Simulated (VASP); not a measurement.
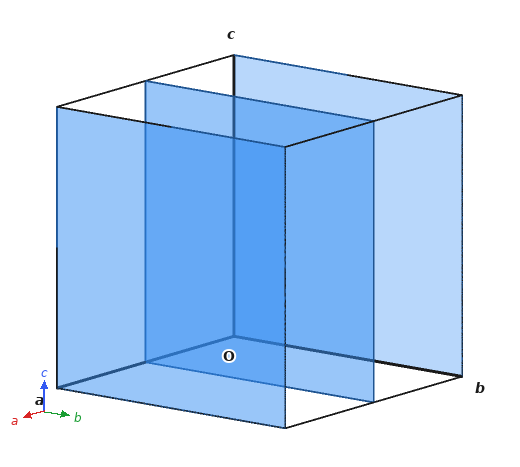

For AlCu3, a cell listed in the Materials Project, as set up for an electronic-structure calculation: every member of one family of equally spaced planes, hx + ky + lz = a whole number, that cuts the unit cell is shaded (one member passes through the origin O). Geometry calculated from the standardised cell; symmetry tolerance 0.002 Å.

a = 3.637 Å, b = 3.637 Å, c = 3.637 Å, α = 90.00°, β = 90.00°, γ = 90.00°.

What are the Miller indices?

Answer. (2 0 0); the opposite sign names the same planes. The member next to the origin meets the axes a at 1/2, b never, c never.

What is the spacing?

Answer. d = 1.819 Å.
